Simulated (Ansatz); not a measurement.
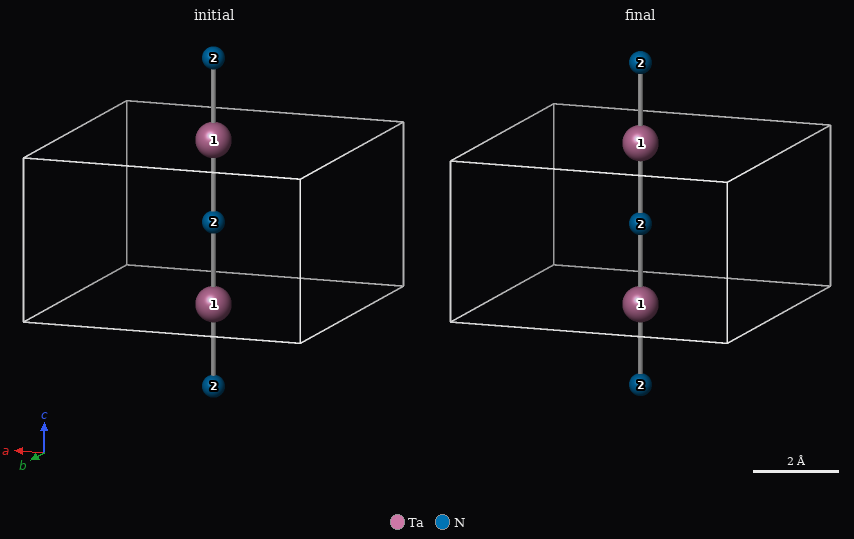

The structure of a wire of composition TaN before (left) and after (right) a relaxation, at one scale.

A ball-and-stick model of the cell of the calculation, with the vacuum cut short, seen from a free direction.

Case: linear chain of atoms.

The calculation used DFT PBE, scalar-relativistic, plane waves, PAW in Ansatz. Set-up: plane-wave cutoff 420 eV; k-point mesh 1 × 1 × 16; occupations gaussian; smearing width 0.05 eV; collinear spin; cell relaxed at fixed a, b, alpha, beta, gamma; force threshold 0.01 eV/Å; at most 45 steps.

**Summarise the run.**

The atoms keep their places relative to the layer's centre (all moves are under 0.005 Å). Along the periodic axis the drawn cell goes c 3.976 → 3.901 Å (−1.9 %). Near-neighbour distances that change, for instance: Ta1–N2 1.988 → 1.950 Å. The energy falls by 43.7 meV per cell of the calculation in 2 accepted moves (3 points after the start). All forces vanish by symmetry, so only the cell relaxes. The SCF was repeated once at an unchanged geometry on a basis and grid sized afresh for the cell, which shifted the energy by 1.0 meV per cell of the calculation at most. The program noted that the starting moments weren't kept.
